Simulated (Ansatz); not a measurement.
Geometry relaxation of Zn$_{8}$O$_{7}$

Zn$_{8}$O$_{7}$ (defect cell, 15 atoms in the cell), computed with DFT, PBE, plane waves, PAW, no spin polarisation (Ansatz 0.2.0).

The structure derives from a Materials Project entry. The run did not end well.

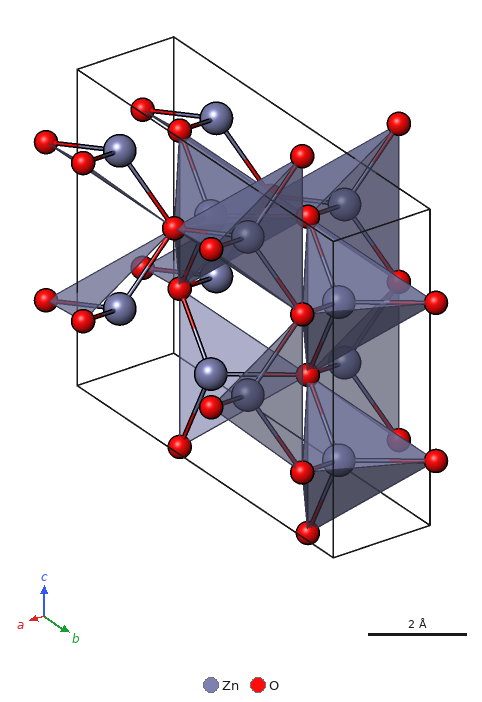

*The input geometry (polyhedral view of the cell of the calculation, seen slightly off an axis; polyhedra are completed across the faces of the cell).*

The input:
```yaml
crystal:
  lattice:
    - [0.0, 0.0, 5.2932331742]
    - [6.5587815588, -1.0e-10, 0.0]
    - [-3.2793907794, 5.6800714478, 0.0]
  atoms:
    - { symbol: Zn, position: [0.5006044116, 0.3333333333, 0.1666666667] }
    - { symbol: Zn, position: [0.5006044116, 0.3333333333, 0.6666666667] }
    - { symbol: Zn, position: [0.5006044116, 0.8333333333, 0.1666666667] }
    - { symbol: Zn, position: [0.5006044116, 0.8333333333, 0.6666666667] }
    - { symbol: Zn, position: [0.0006044116, 0.1666666667, 0.3333333333] }
    - { symbol: Zn, position: [0.0006044116, 0.1666666667, 0.8333333333] }
    - { symbol: Zn, position: [0.0006044116, 0.6666666667, 0.3333333333] }
    - { symbol: Zn, position: [0.0006044116, 0.6666666667, 0.8333333333] }
    - { symbol: O, position: [0.8797055884, 0.3333333333, 0.6666666667] }
    - { symbol: O, position: [0.8797055884, 0.8333333333, 0.1666666667] }
    - { symbol: O, position: [0.8797055884, 0.8333333333, 0.6666666667] }
    - { symbol: O, position: [0.3797055884, 0.1666666667, 0.3333333333] }
    - { symbol: O, position: [0.3797055884, 0.1666666667, 0.8333333333] }
    - { symbol: O, position: [0.3797055884, 0.6666666667, 0.3333333333] }
    - { symbol: O, position: [0.3797055884, 0.6666666667, 0.8333333333] }
  host:
    lattice:
      - [3.2793907794, 0.0, 0.0]
      - [-1.6396953897, 2.8400357239, 0.0]
      - [0.0, 0.0, 5.2932331742]
    atoms:
      - { symbol: Zn, position: [0.6666666667, 0.3333333333, 0.5006044116] }
      - { symbol: Zn, position: [0.3333333333, 0.6666666667, 0.0006044116] }
      - { symbol: O, position: [0.6666666667, 0.3333333333, 0.8797055884] }
      - { symbol: O, position: [0.3333333333, 0.6666666667, 0.3797055884] }
basis:
  ecutwfc: 420
  xc_grid: 2
kpoints:
  mp_grid: { grid: [4, 4, 4], shift: [0.0, 0.0, 0.0] }
hamiltonian:
  xc: pbe
scf:
  occupations: { method: gaussian, width: 0.01 }
  max_iter: 60
output:
  forces: true
  eigenvalues: true
relax:
  adjacent_minimum: "off"
  f_tol: 0.025
  max_steps: 2
```

Run on 4 threads of Oxide Virtual Turin-like (Zen 5), 32 GiB of memory available, shared host.

Launched with:
```bash
ansatz run input.yaml --threads 4 --pin off --max-ram 10240MiB --backend cpu --events-out ev --progress --plain --runs-dir out
```

What the program printed:
```
The last accepted step is kept in [file] (removed where the run ends without a failure and the disk answers)
Engine: ansatz 0.2.0, x86_64-unknown-linux-gnu
Pseudopotentials: kind: paw
Pseudopotential: Zn, paw, valence charge 12, recommended cutoff 420 eV (normal), Zn.paw.azcp
Pseudopotential: O, paw, valence charge 6, recommended cutoff 420 eV (normal), O.paw.azcp
Functional definition: PBE
  parameter kappa = 0.804
  parameter beta = 0.06672455060314922
  exchange = pbe_x(kappa = kappa, mu = beta*pi^2/3)
  correlation = pbe_c(beta = beta)
Crystal: 15 atoms, lattice volume = 197.196 Å³
Basis set: ecut = 420 eV, 3809 PW (Γ), exchange–correlation on 72×90×90 points (8 copies of the dense FFT grid, shifted against one another)
Bands: 84, of which v1, the nominal top of the filled ones, is band 69 counted from 1 (68 counted from 0)
Symmetry: 6 space group operations
Space group: P3m1 (ITA 156), of the structure as read, at distance tolerance 5.8e-5 Å
k-points: 13 of 64 (time reversal used)
Non-local potential: Zn, projectors of the file, l = 0: 2, l = 1: 2, l = 2: 3, l = 3: 1
Non-local potential: O, projectors of the file, l = 0: 2, l = 1: 2, l = 2: 1
PAW form: soft (Blöchl's): semilocal exchange-correlation on the pseudo side does not see the compensation charge
PAW one-centre angular grid: Zn, 590 points (default); XC on 64 Gauss nodes
PAW one-centre angular grid: O, 110 points (default); XC on 64 Gauss nodes
Initial density: superposition of atomic densities (neutral atoms: chi_scale 0, normalization atom), corrected by the library's trained network
Initial wavefunctions: pseudopotential atomic-orbital guess
Functional: x = pbe(κ = 0.804, μ = 0.2195149727645171), c = pbe(β = 0.06672455060314922)
SCF iter   1: F=—  HF=-30525.779427 eV  |F-HF|=—  |Δ(HF+E_count)|=         —  Δρ=2.63e-3  dr2=1.54e-2  ethr=1.77e-3  ⟨swp⟩=6.0  Hψ=3926  notcnv=0  defer=7
preconditioner: auto → Resta (q_TF=auto, 2.571 Å⁻¹)  ε∞=7.8  [insulator: Δε(μ)=0.907 eV  Ē_g=11.941 eV  σ=0.010 eV  W_gap=1.00  n_scr=58 (ndim 8)  ℏωp=31.1 eV  f_vac=0.027  D(μ)=0.00/eV (n_scr^D=0)  ε∞_Penn≈7.8]
SCF iter   2: F=—  HF=-30525.783054 eV  |F-HF|=—  |Δ(HF+E_count)|=   3.63e-3  Δρ=1.37e-3  dr2=4.32e-3  ethr=1.11e-5  ⟨swp⟩=2.4  Hψ=2352  notcnv=0  defer=120
SCF iter   3: F=—  HF=-30525.782552 eV  |F-HF|=—  |Δ(HF+E_count)|=   5.02e-4  Δρ=5.97e-4  dr2=1.59e-3  ethr=3.13e-6  ⟨swp⟩=2.7  Hψ=1901  notcnv=0  defer=120
SCF iter   4: F=—  HF=-30525.782220 eV  |F-HF|=—  |Δ(HF+E_count)|=   3.32e-4  Δρ=2.81e-4  dr2=1.29e-4  ethr=1.15e-6  ⟨swp⟩=2.0  Hψ=1799  notcnv=0  defer=120
SCF iter   5: F=—  HF=-30525.782208 eV  |F-HF|=—  |Δ(HF+E_count)|=   1.23e-5  Δρ=1.34e-4  dr2=2.97e-5  ethr=9.32e-8  ⟨swp⟩=2.0  Hψ=1778  notcnv=0  defer=120
SCF iter   6: F=-30525.782205 eV  HF=-30525.782206 eV  |F-HF|=1.98e-7  |Δ(HF+E_count)|=   2.53e-6  Δρ=4.29e-5  dr2=3.82e-6  ethr=1.13e-8  ⟨swp⟩=10.1  Hψ=5816  notcnv=0
SCF 1 converged in 6 iterations: F = -30525.782205 eV  dr2 = 3.82e-6
  greatest PAW one-centre occupation: 0.987 electrons in one spin orbital (limit 2), on the Zn atom at site 5 (counted from 0), in its partial waves of l = 2
relax step   1: F+E_penalty+E_count = -30525.78220540 eV  Δ(F+E_penalty+E_count) = +0.000e0 eV  max|allowed force component| = 6.986e-1 eV/Å  Δτ_max = 0.0000 Å  (6 SCF iters, dr2 threshold 1.56e-5 eV, accepted)
Initial density: handed on by an earlier stage of this run
Initial wavefunctions: those handed on with the density
iter 1 solved again at ethr=7.11e-5 eV; its pass at ethr=3.10e-3 eV (dr2=9.81e-2 eV) is discarded
SCF iter   1: F=—  HF=-30525.989370 eV  |F-HF|=—  |Δ(HF+E_count)|=         —  Δρ=9.58e-3  dr2=1.04e-1  ethr=7.11e-5  ⟨swp⟩=1.3  Hψ=3410  notcnv=0  defer=122
preconditioner: auto → Resta (q_TF=auto, 2.571 Å⁻¹)  ε∞=7.8  [insulator: Δε(μ)=1.232 eV  Ē_g=11.886 eV  σ=0.010 eV  W_gap=1.00  n_scr=58 (ndim 8)  ℏωp=31.1 eV  f_vac=0.028  D(μ)=0.00/eV (n_scr^D=0)  ε∞_Penn≈7.8]
SCF iter   2: F=—  HF=-30525.954654 eV  |F-HF|=—  |Δ(HF+E_count)|=   3.47e-2  Δρ=4.63e-3  dr2=2.34e-2  ethr=7.11e-5  ⟨swp⟩=2.3  Hψ=1636  notcnv=0  defer=122
SCF iter   3: F=—  HF=-30525.946297 eV  |F-HF|=—  |Δ(HF+E_count)|=   8.36e-3  Δρ=1.09e-3  dr2=1.78e-3  ethr=1.69e-5  ⟨swp⟩=2.8  Hψ=1884  notcnv=0  defer=122
SCF iter   4: F=—  HF=-30525.945951 eV  |F-HF|=—  |Δ(HF+E_count)|=   3.46e-4  Δρ=2.97e-4  dr2=1.21e-4  ethr=1.29e-6  ⟨swp⟩=2.0  Hψ=1909  notcnv=0  defer=122
SCF iter   5: F=—  HF=-30525.946092 eV  |F-HF|=—  |Δ(HF+E_count)|=   1.41e-4  Δρ=2.35e-4  dr2=8.92e-5  ethr=8.77e-8  ⟨swp⟩=2.0  Hψ=1826  notcnv=0  defer=122
SCF iter   6: F=—  HF=-30525.946063 eV  |F-HF|=—  |Δ(HF+E_count)|=   2.92e-5  Δρ=5.61e-5  dr2=9.77e-6  ethr=6.46e-8  ⟨swp⟩=2.1  Hψ=1788  notcnv=0  defer=122
SCF iter   7: F=—  HF=-30525.946067 eV  |F-HF|=—  |Δ(HF+E_count)|=   4.36e-6  Δρ=5.29e-5  dr2=4.73e-6  ethr=7.08e-9  ⟨swp⟩=2.0  Hψ=1844  notcnv=0  defer=122
SCF iter   8: F=—  HF=-30525.946067 eV  |F-HF|=—  |Δ(HF+E_count)|=   5.90e-7  Δρ=9.64e-6  dr2=2.42e-7  ethr=3.43e-9  ⟨swp⟩=2.0  Hψ=1824  notcnv=0  defer=122
SCF iter   9: F=-30525.946067 eV  HF=-30525.946067 eV  |F-HF|=4.10e-9  |Δ(HF+E_count)|=   9.50e-8  Δρ=4.05e-6  dr2=4.13e-8  ethr=7.25e-11  ⟨swp⟩=10.2  Hψ=5145  notcnv=0
SCF 2 converged in 9 iterations: F = -30525.946067 eV  dr2 = 4.13e-8
  greatest PAW one-centre occupation: 0.987 electrons in one spin orbital (limit 2), on the Zn atom at site 4 (counted from 0), in its partial waves of l = 2
relax step   2: F+E_penalty+E_count = -30525.94606687 eV  Δ(F+E_penalty+E_count) = -1.639e-1 eV  max|allowed force component| = 4.237e-1 eV/Å  Δτ_max = 0.0748 Å  (9 SCF iters, accepted)
```

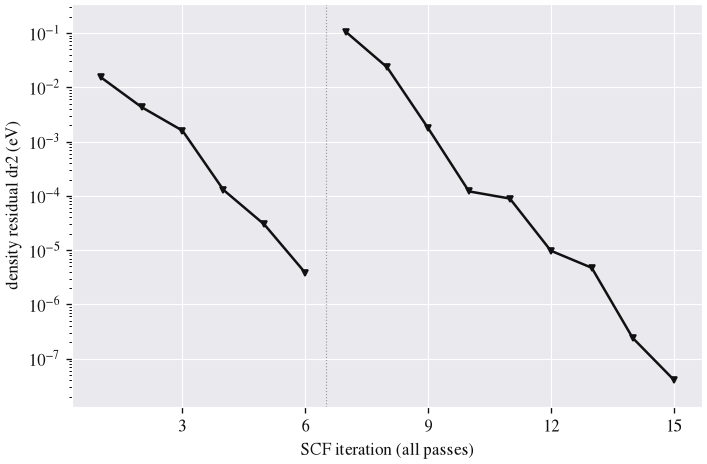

*Convergence of the self-consistent field: density residual dr2 against the SCF iteration. The dotted lines part the SCF passes of the relaxation: geometry steps, rejected trials and re-solves on a re-selected basis.*

The passes take 6 and 9 iterations.

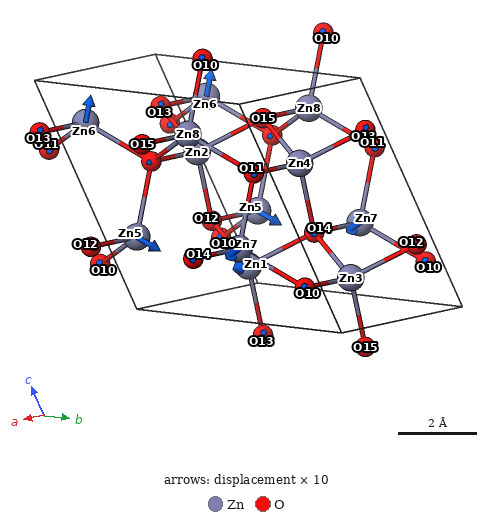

*The starting structure with the displacements as blue arrows, magnified 10 times (ball-and-stick view of the cell of the calculation, with bonded neighbours outside it, seen at an oblique angle).*

The relaxation stopped without meeting its thresholds, so the last structure isn't shown to be converged. The largest moves, 0.075 Å, are those of Zn5, Zn6 and Zn7. Largest moves by element: Zn 0.075 Å, O 0.019 Å. The lattice vectors keep their values. Among the contacts that change: Zn5–O10 1.999 → 2.017 Å, Zn1–O12 1.999 → 2.011 Å, Zn2–O9 2.007 → 2.015 Å. Among the angles that change: Zn5–O10–Zn7 110.3° → 115.0°, O10–Zn7–O11 110.3° → 107.6°. After 1 geometry step the energy has fallen by 10.9 meV per atom. The largest force component goes from 0.7 to 0.42 eV/Å. (Atoms are counted from 1 in the order of the input.)

```
Step failed. What follows is not a result of the run: it is the report of the last solve that finished, which converged after 9 SCF iterations.
Free energy (F): -30525.946067 eV
Harris-Foulkes:  -30525.946067 eV  (|F-HF|=4.10e-9)
Internal energy: -30525.946067 eV  (E = F + TS)
E sigma→0 (E₀):  -30525.946067 eV
Fermi energy:    7.785373 eV
--- Per-component energies (eV) ---
  E_band       = 148.682937
  E_kinetic    = 2260.500035
  E_local      = -16147.797505  (includes V_loc(G=0)·N_el)
  E_nonlocal   = 5284.731675
  E_hartree    = 6642.856376
  E_xc         = -1601.737199
  E_vxc        = -1059.224595  (∫ρ·V_xc dr)
  E_paw        = -15758.965796  (= ΣΔE_a)
  E_vpaw       = -3475.257277  (= ΣTr[D̂ρ^β])
  E_aug_tail   = 0.014108  (compensation charges beyond the density's cutoff)
  E_ewald      = -11205.547761
  E_smearing   = -0.000000  (= −TS)
  E_closure    = 0.000000  (closes the sum)
  Σ components = -30525.946067   (vs F -30525.946067, Δ=0.00e0)
--- Forces (eV/Å), atoms counted from 1 ---
  atom   1  Zn     0.00000000     0.00000000     0.42371893
  atom   2  Zn     0.02926448     0.01689586    -0.03317950
  atom   3  Zn    -0.00000000    -0.03379171    -0.03317950
  atom   4  Zn    -0.02926448     0.01689586    -0.03317950
  atom   5  Zn     0.30820075    -0.17793979    -0.09862801
  atom   6  Zn     0.00000000     0.35587957    -0.09862801
  atom   7  Zn    -0.30820075    -0.17793979    -0.09862801
  atom   8  Zn    -0.00000000     0.00000000     0.02541917
  atom   9  O     -0.01263396    -0.00729422    -0.00865201
  atom  10  O      0.00000000     0.01458844    -0.00865201
  atom  11  O      0.01263396    -0.00729422    -0.00865201
  atom  12  O      0.00760115    -0.00438852    -0.01715494
  atom  13  O      0.00000000     0.00877705    -0.01715494
  atom  14  O     -0.00760115    -0.00438852    -0.01715494
  atom  15  O     -0.00000000    -0.00000000     0.02371731
  max |Σ_I F_I| component: 1.20e-5 eV/Å
--- Band table (eV; the first three rows and the last of 13) ---
  k-point 0: bands = ["-11.3190", "-10.7715", "-10.7715", "-10.7497", "-10.6137", "-10.5679", "-10.5679", "0.5901", "0.5920", "0.5920", "0.7434", "0.7434", "0.7525", "0.8280", "0.8599", "0.8599", "0.8999", "0.8999", "0.9001", "1.0104", "1.0815", "1.0815", "1.2418", "1.2418", "1.3004", "1.3761", "1.3969", "1.3969", "1.5403", "1.5944", "1.5944", "1.6938", "1.6938", "1.7349", "1.7476", "1.7872", "1.7872", "1.8425", "1.8544", "1.8544", "1.9206", "1.9206", "2.0549", "2.0549", "2.0685", "2.0792", "2.0792", "2.1677", "2.3948", "2.5827", "2.5827", "2.9058", "3.1785", "3.1785", "3.5981", "3.5981", "4.2113", "4.2559", "4.6650", "4.6650", "5.0661", "5.0661", "5.0823", "5.4984", "5.5377", "5.5377", "5.9204", "6.1208", "6.1208", "9.1876", "10.8265", "10.8265", "11.0619", "11.7344", "12.4665", "12.4665", "13.0108", "13.7389", "13.7389", "13.9728", "13.9728", "14.2063", "14.6057", "15.7033"]
  k-point 1: bands = ["-11.2502", "-10.8603", "-10.7763", "-10.7348", "-10.6264", "-10.5653", "-10.5584", "0.5220", "0.6257", "0.6320", "0.7107", "0.7982", "0.8004", "0.8412", "0.8713", "0.8841", "0.9002", "0.9329", "0.9639", "0.9976", "1.0952", "1.1341", "1.2531", "1.2629", "1.3016", "1.3150", "1.3857", "1.3860", "1.4557", "1.5688", "1.5846", "1.6375", "1.6546", "1.6649", "1.6886", "1.7338", "1.7425", "1.7910", "1.8556", "1.8757", "1.9062", "1.9531", "2.0335", "2.0631", "2.1119", "2.1492", "2.1830", "2.2517", "2.4500", "2.6320", "2.6702", "2.9029", "3.2425", "3.2739", "3.5860", "3.7036", "4.0979", "4.1032", "4.4283", "4.7441", "5.0108", "5.0436", "5.1820", "5.3060", "5.3234", "5.5113", "5.8751", "6.0343", "6.3246", "9.1585", "10.4588", "10.5321", "11.1305", "11.9098", "12.8022", "13.1351", "13.6113", "13.8417", "13.9036", "14.0728", "14.2330", "14.3253", "14.7355", "15.7877"]
  k-point 2: bands = ["-11.1121", "-11.0184", "-10.7810", "-10.7178", "-10.6202", "-10.5700", "-10.5628", "0.4654", "0.6511", "0.7052", "0.7173", "0.7895", "0.8112", "0.8502", "0.9011", "0.9145", "0.9419", "0.9480", "1.0061", "1.0795", "1.0947", "1.1112", "1.2019", "1.2476", "1.2881", "1.3431", "1.4164", "1.4498", "1.4516", "1.4892", "1.5175", "1.5786", "1.6154", "1.6184", "1.6515", "1.6783", "1.7089", "1.7677", "1.8235", "1.8533", "1.8842", "1.9802", "2.0200", "2.0579", "2.1402", "2.2242", "2.2462", "2.3150", "2.4118", "2.6907", "2.8217", "2.9319", "3.3871", "3.6061", "3.6410", "3.7099", "3.8656", "4.0705", "4.2570", "4.4085", "4.9277", "4.9340", "5.0181", "5.1073", "5.4598", "5.4705", "5.8200", "5.9475", "7.0042", "8.3887", "10.3476", "10.9579", "11.1554", "11.8528", "12.9713", "13.4711", "13.7694", "14.0607", "14.1558", "14.4237", "14.6964", "14.7466", "15.4850", "15.6085"]
  k-point 12: bands = ["-10.9159", "-10.8716", "-10.7770", "-10.7656", "-10.7519", "-10.6602", "-10.6094", "0.3708", "0.4814", "0.4945", "0.5366", "0.5945", "0.6621", "0.7262", "0.7775", "0.8199", "0.8592", "0.9025", "0.9331", "0.9587", "1.0098", "1.0361", "1.0626", "1.0914", "1.1192", "1.1720", "1.2271", "1.3598", "1.4545", "1.4734", "1.4999", "1.5605", "1.6347", "1.6711", "1.7092", "1.7209", "1.7404", "1.7718", "1.8469", "1.8849", "1.9179", "1.9581", "1.9898", "2.0013", "2.0116", "2.0594", "2.2134", "2.6240", "2.7043", "2.9315", "3.3560", "3.4440", "3.5353", "3.7898", "3.9355", "4.0443", "4.2256", "4.8721", "4.8844", "4.9695", "4.9985", "5.0662", "5.0986", "5.1382", "5.1715", "5.2067", "5.2822", "5.4919", "7.1752", "9.5188", "9.8480", "10.3891", "11.2412", "11.6771", "12.3781", "13.0731", "13.3849", "13.6052", "14.2611", "14.9546", "15.1142", "15.2459", "15.2810", "15.3327"]
End of that report.
this run last wrote the structure of step 2 to [file]
Error: geometry relaxation did not converge after 2 steps: max|allowed force component| = 4.24e-1 eV/Å (threshold 2.5e-2). Raise `relax.max_steps` over both its present limit and 2, loosen `relax.f_tol`, or start from a geometry closer to equilibrium. Where this run's directory can be resumed (`checkpoint.write`), a resume goes on for up to `relax.max_steps` more
```

Trajectory as extended XYZ (Å, eV, eV/Å), 2 frames, from step=1 to step=2:
```
15
Lattice="0.0000 0.0000 5.2932 6.5588 -0.0000 0.0000 -3.2794 5.6801 0.0000" Properties=species:S:1:pos:R:3:forces:R:3 step=1 energy=-30525.78220
Zn    1.6397    0.9467    2.6498    0.0000   0.0000   0.5825
Zn    0.0000    3.7867    2.6498    0.0735   0.0424   0.0196
Zn    4.9191    0.9467    2.6498    0.0000  -0.0849   0.0196
Zn    3.2794    3.7867    2.6498   -0.0735   0.0424   0.0196
Zn    0.0000    1.8934    0.0032    0.6050  -0.3493  -0.2179
Zn   -1.6397    4.7334    0.0032    0.0000   0.6986  -0.2179
Zn    3.2794    1.8934    0.0032   -0.6050  -0.3493  -0.2179
Zn    1.6397    4.7334    0.0032    0.0000   0.0000   0.0583
O     0.0000    3.7867    4.6565   -0.0953  -0.0550   0.0445
O     4.9191    0.9467    4.6565    0.0000   0.1100   0.0445
O     3.2794    3.7867    4.6565    0.0953  -0.0550   0.0445
O     0.0000    1.8934    2.0099   -0.0184   0.0106  -0.0684
O    -1.6397    4.7334    2.0099    0.0000  -0.0212  -0.0684
O     3.2794    1.8934    2.0099    0.0184   0.0106  -0.0684
O     1.6397    4.7334    2.0099    0.0000   0.0000   0.0260
15
Lattice="0.0000 0.0000 5.2932 6.5588 -0.0000 0.0000 -3.2794 5.6801 0.0000" Properties=species:S:1:pos:R:3:forces:R:3 step=2 energy=-30525.94607
Zn    1.6397    0.9467    2.7202    0.0000   0.0000   0.4237
Zn   -0.0029    3.7850    2.6504    0.0293   0.0169  -0.0332
Zn    4.9191    0.9501    2.6504    0.0000  -0.0338  -0.0332
Zn    3.2823    3.7850    2.6504   -0.0293   0.0169  -0.0332
Zn    0.0614    1.8579   -0.0207    0.3082  -0.1779  -0.0986
Zn   -1.6397    4.8042   -0.0207    0.0000   0.3559  -0.0986
Zn    3.2180    1.8579   -0.0207   -0.3082  -0.1779  -0.0986
Zn    1.6397    4.7334    0.0019    0.0000   0.0000   0.0254
O    -0.0120    3.7798    4.6655   -0.0126  -0.0073  -0.0087
O     4.9191    0.9605    4.6655    0.0000   0.0146  -0.0087
O     3.2914    3.7798    4.6655    0.0126  -0.0073  -0.0087
O     0.0138    1.8854    2.0002    0.0076  -0.0044  -0.0172
O    -1.6397    4.7494    2.0002    0.0000   0.0088  -0.0172
O     3.2655    1.8854    2.0002   -0.0076  -0.0044  -0.0172
O     1.6397    4.7334    2.0126    0.0000   0.0000   0.0237
```

Outcome:

| quantity | value |
| --- | --- |
| outcome | not converged |
| wall time | 11 s (CPU time 40 s) |
| peak memory | 0.72 GiB |

Diagnosis:

The input was spoiled on purpose: too few relaxation steps (`relax.max_steps`). The optimiser stops before the forces are small. The run did not converge: “geometry relaxation did not converge after 2 steps: max|allowed force component| = 4.24e-1 eV/Å (threshold 2.5e-2). Raise `relax.max_steps` over both its present limit and 2, loosen `relax.f_tol`, or start from a geometry closer to equilibrium …” Its last values are not results.
